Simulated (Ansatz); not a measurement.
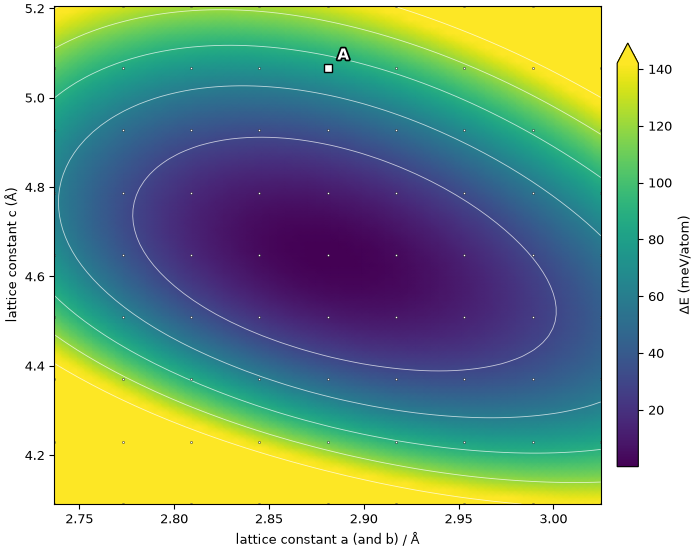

TiAl (P-6m2, No. 187; 2 atoms in the cell). The energy is mapped over the lattice constants a and c of the conventional cell. First axis: lattice constant a (and b). Second axis: lattice constant c. Nothing is relaxed (symmetry fixes all fractional coordinates). The grid has 9 × 9 points. Points are written as (first, second). Energies: meV/atom, counted from the lowest grid point. The calculation used DFT PBE, scalar-relativistic, plane waves, PAW in Ansatz 0.2.0. Settings: cutoff 520 eV, k-mesh 18×18×10 in the order of the run's cell vectors, gaussian smearing 0.15 eV, no spin polarisation.

Drawn: a smooth colour map with a few white contour lines, dots at the grid points, one colour for all values above the top of the scale, the point A. Between grid points the surface is interpolated.

Which way does the force act at A, and how strong is it?

Answer. A, at (2.881 Å, 5.067 Å), is not a stationary point. The computed force is 310 meV/atom for each Å towards smaller values of lattice constant a (and b) and 350 meV/atom for each Å towards smaller values of lattice constant c.

PAW datasets: the set soft_1.
